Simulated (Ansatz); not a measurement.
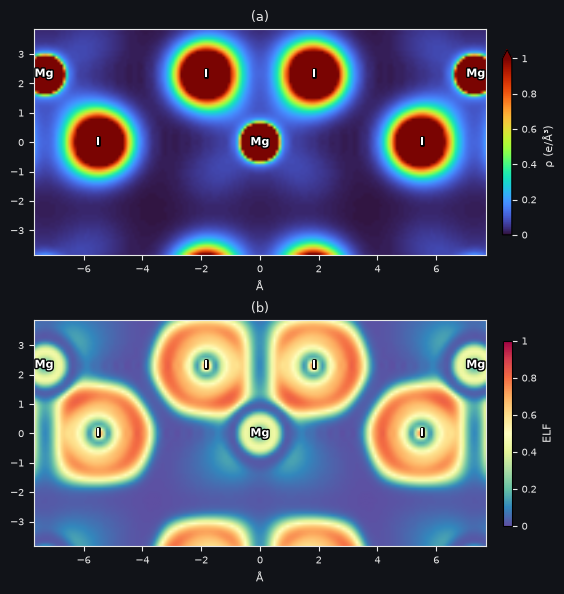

Figure. MgI2. (a) valence pseudo-density; (b) electron localisation function on the (110) plane of the conventional cell.

Space group P6₃/mmc; started from the 2H (MoS2) bulk prototype, which need not be the ambient phase.

Level of theory: DFT, PBEsol, plane waves, PAW (Ansatz 0.2.0).

Core electrons are frozen (PAW), and the valence fields are smoothed inside the atomic spheres.

### Interpret the plot.

The section cuts through Mg and I sites. Mg–I (2.97 Å): ρ is about 0.24 e/Å³ halfway; the ELF peaks at about 0.80 in the valence shell of I, 1.4 Å from its nucleus, and falls to about 0.05 next to Mg: an ionic contact with no shared pair. Between the atoms the lowest density in this plane is 0.005 e/Å³.

### Does the calculation give a band gap?

It is gapped, with a Kohn–Sham gap of 2.5 eV on the k-point mesh (the band edges may lie off the mesh, which would make the gap smaller).
